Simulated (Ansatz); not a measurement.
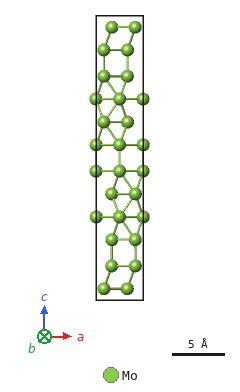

Starting structure of crystalline Mo (built on the alpha-boron_166 type) (coarse preliminary run). The picture is a ball-and-stick view of the conventional cell (3 times the calculation's cell), seen along the b axis. Lengths and directions refer to the drawn axes.

Case: alpha-boron type (R-3m, No. 166).

Computed with Ansatz 0.2.0, DFT PBEsol, scalar-relativistic, plane waves, PAW.

Input file:
```yaml
crystal:
  lattice:
    - [2.6171397962, 1.5110063658, 9.128361946]
    - [-2.6171397962, 1.5110063658, 9.128361946]
    - [0.0, -3.0220127316, 9.128361946]
  atoms:
    - { symbol: Mo, position: [0.0452696352, 0.5479837156, 0.0452696352] }
    - { symbol: Mo, position: [0.0452696352, 0.0452696352, 0.5479837156] }
    - { symbol: Mo, position: [0.5479837156, 0.0452696352, 0.0452696352] }
    - { symbol: Mo, position: [0.9547303648, 0.4520162844, 0.9547303648] }
    - { symbol: Mo, position: [0.4520162844, 0.9547303648, 0.9547303648] }
    - { symbol: Mo, position: [0.9547303648, 0.9547303648, 0.4520162844] }
    - { symbol: Mo, position: [0.2084892356, 0.7044697614, 0.2084892356] }
    - { symbol: Mo, position: [0.2084892356, 0.2084892356, 0.7044697614] }
    - { symbol: Mo, position: [0.7044697614, 0.2084892356, 0.2084892356] }
    - { symbol: Mo, position: [0.7915107644, 0.2955302386, 0.7915107644] }
    - { symbol: Mo, position: [0.2955302386, 0.7915107644, 0.7915107644] }
    - { symbol: Mo, position: [0.7915107644, 0.7915107644, 0.2955302386] }
basis:
  ecutwfc: 420
kpoints:
  mp_grid: { grid: [6, 6, 6] }
hamiltonian:
  xc: pbesol
scf:
  occupations: { method: gaussian, width: 0.1 }
  lower_state_search: "off"
output:
  forces: true
  stress: true
  eigenvalues: true
relax:
  adjacent_minimum: "off"
  f_tol: 0.04
  max_steps: 70
  cell: { stress_tol: 0.4 }
```

What does the optimiser find from here?

Answer. The largest moves relative to the cell, 0.011 Å, are those of Mo1, Mo2, Mo3, Mo4, Mo5 and Mo6. Mo1 goes roughly along [−1 1 0]. The drawn cell changes as follows: a = b 5.234 → 5.323 Å (+1.7 %), c 27.385 → 26.824 Å (−2.0 %); the volume changes by +1.3 %. Some distances before and after: Mo1–Mo2 2.631 → 2.695 Å, Mo10–Mo11 2.638 → 2.696 Å, Mo1–Mo4 2.529 → 2.481 Å, Mo10–Mo11 (another image) 2.596 → 2.627 Å. The space group stays R-3m (No. 166). Over 4 accepted moves (5 points after the start) the energy falls by 8.5 meV per atom. Largest force component: 0.19 eV/Å at the start, 0.0057 eV/Å at the end. Pressure: 1.94 GPa at the start and 0.00 GPa at the end. At 1 point the geometry stayed and the basis and grid were re-selected for the new cell (energy shift of less than 0.05 meV per atom at most each time). The run took about 2.5 core-minutes on a shared host.

The structure at the end:

```xyz
12
Lattice="2.6613 1.5365 8.9415 -2.6613 1.5365 8.9415 0.0000 -3.0730 8.9415" Properties=species:S:1:pos:R:3 pbc="T T T"
Mo   -1.3476    0.7780    5.7110
Mo    0.0000   -1.5561    5.7110
Mo    1.3476    0.7780    5.7110
Mo    1.3476   -0.7780   21.1134
Mo   -1.3476   -0.7780   21.1134
Mo    0.0000    1.5561   21.1134
Mo   -1.3134    0.7583   10.0202
Mo    0.0000   -1.5165   10.0202
Mo    1.3134    0.7583   10.0202
Mo    1.3134   -0.7583   16.8042
Mo   -1.3134   -0.7583   16.8042
Mo    0.0000    1.5165   16.8042
```

After the run, drawn alike:

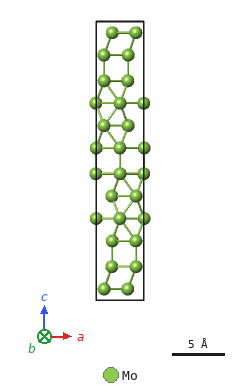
